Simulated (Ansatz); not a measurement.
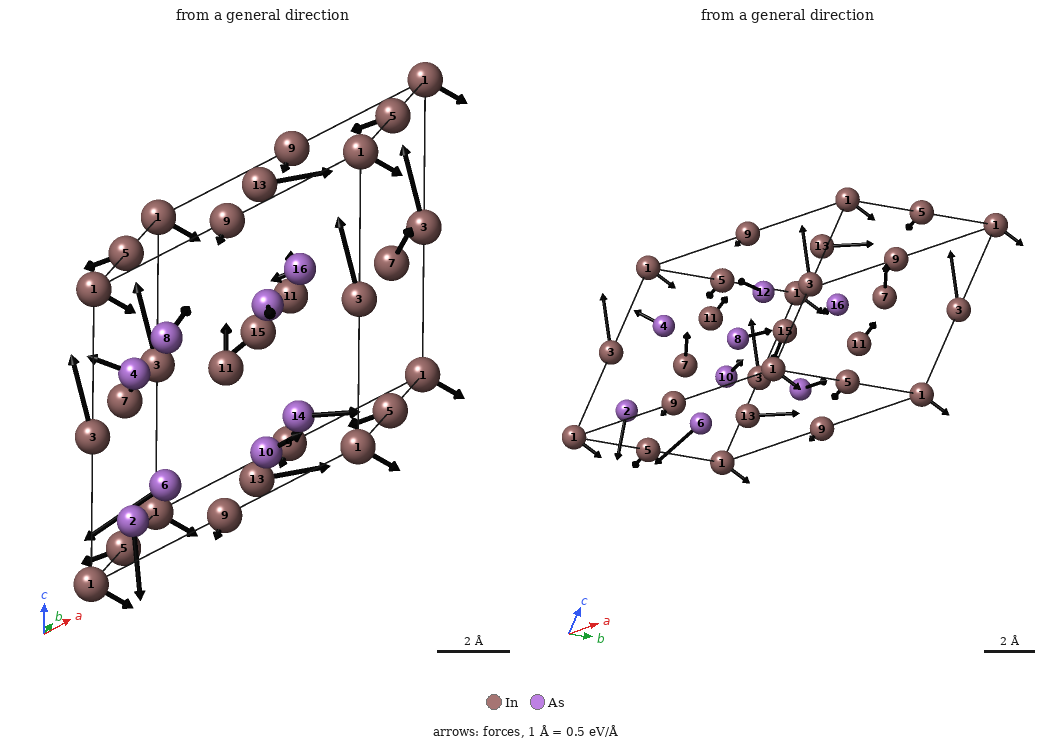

A spheres-only rendering, viewed from two general directions. The lines enclose the simulation cell; boundary atoms appear with their images. The arrows are the computed forces on the atoms.

System: InAs. Electronic-structure method: DFT, r2SCAN, plane waves, PAW in Ansatz. Parameters: 500 eV cutoff, Brillouin-zone sampling on a 2×2×2 mesh, Fermi-Dirac smearing of 0.052 eV, no spin polarisation.

**Has this structure been optimised to equilibrium?**

No. The atoms still feel forces of up to about 1.2 eV/Å, far above a usual threshold of 0.01 to 0.03 eV/Å.

**Which atom is furthest from force balance?**

As6, about 1.2 eV/Å.

Starting structure: a structure type filled with these elements by a generator (whether the compound takes this form wasn't checked). Earlier steps of the study, as a rule a relaxation of our own, may have changed the cell and positions, so they can lie some per cent off the listed ones. Ansatz was used for an electronic-structure calculation on it.
